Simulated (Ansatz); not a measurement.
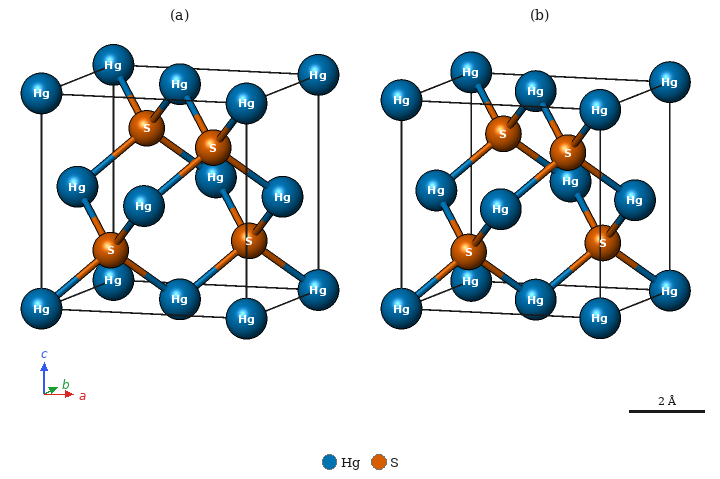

Left: a symmetric starting cell of HgS. Right: the same structure after one change, at the same scale. A ball-and-stick model of the conventional cell (4 times the calculation's cell), seen slightly off an axis. Lengths and directions refer to the drawn axes.

These are results of Ansatz, DFT PBE, scalar-relativistic, plane waves, PAW, not measurements. Set-up: plane-wave cutoff 420 eV; k-point mesh 12 × 12 × 12; occupations gaussian; smearing width 0.1 eV; no spin polarisation.

What distinguishes the right structure from the left one?

Answer. All lengths are scaled by −3.1 % (volume −9.0 %), the atoms keeping their fractional coordinates. No relaxation follows. The starting cell wasn't computed here and needn't be at equilibrium, so pressure and forces aren't due to the change alone.

And its effect?

Answer. Among the bonded contacts that change: Hg–S 2.537 → 2.458 Å. The space group stays F-43m (No. 216). The pressure is 12.1 GPa (not all of it need come from the change, since the unchanged cell can be under pressure at this level too). All forces vanish by symmetry.
